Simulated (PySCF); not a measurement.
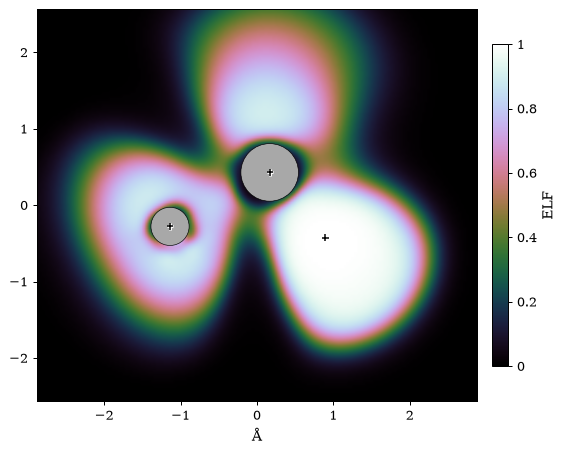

The ELF on a plane through atoms (crosses mark nuclei in the plane; grey discs cover the cores).

Method: PySCF, DFT single point, gas phase, functional M06-2X.

Candidates:
A. C3H8S (SMILES CCCS)
B. CH2F (SMILES [CH2-]F) (charge −1)
C. C4H4O2 (SMILES CC#CC(=O)O)

Question: Which system is this?

Answer: Candidate B: CH2F on the plane of atoms F2, C1 and H3, which holds C, F and H. C–F (1.48 Å): the ELF peaks at about 0.80 between the atoms; a polar covalent bond. C–H (1.12 Å): the ELF climbs to about 1 towards the hydrogen, as it does in any bond to H (an ordinary covalent bond to hydrogen).
